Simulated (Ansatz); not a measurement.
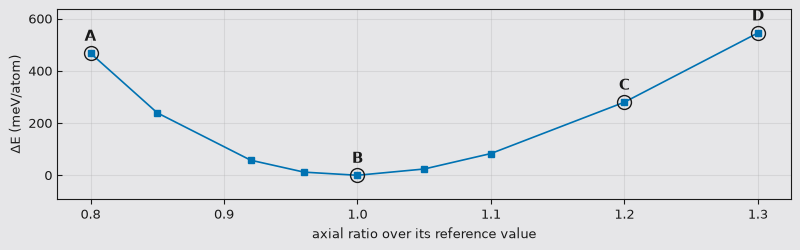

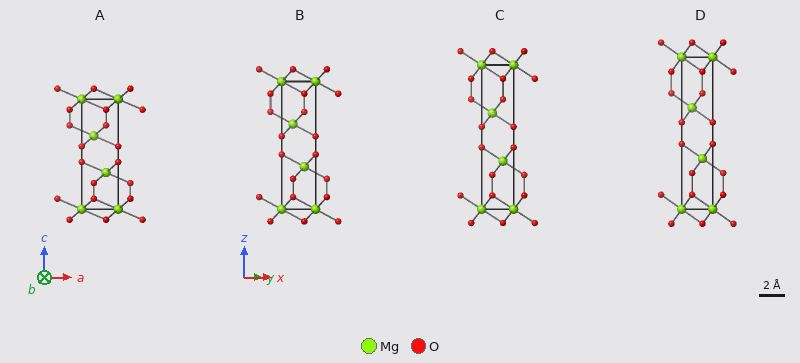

Crystalline MgO2 (R-3m): the ratio of the cell's length along z to its lengths across, counted as 1 for the reference, is changed at fixed volume (a c/a path), with the atoms kept at their fractional coordinates. x, y and z are the Cartesian axes of the input. The lettered frames are marked on the plot. A ball-and-stick model of the conventional cell (3 times the calculation's cell), repeated 1 × 1 × 1 with one cell outlined, seen along the b axis. Lengths and directions refer to the drawn axes.

Level of theory: Ansatz, DFT r2SCAN, scalar-relativistic, plane waves, PAW. Set-up: plane-wave cutoff 500 eV; k-point mesh 12 × 12 × 12; occupations gaussian; smearing width 0.05 eV; no spin polarisation. Energies (free energies at the smearing named) are counted from the cell as listed in its source, which wasn't relaxed.

Describe the profile.

Answer. Of the computed points the lowest is at the relative ratio 1.00, 0 meV/atom. The end points stand at 468 meV/atom (0.80) and 545 meV/atom (1.30). The unrelaxed reference is under a pressure of −5.4 GPa. The distortion keeps the space group R-3m. At the relative ratio 1.30 the cell of the drawing goes a 3.210 → 2.941 Å, b 3.210 → 2.941 Å, c 10.482 → 12.485 Å. The band gap on the mesh, 2.95 eV in the reference, closes at 1.30.
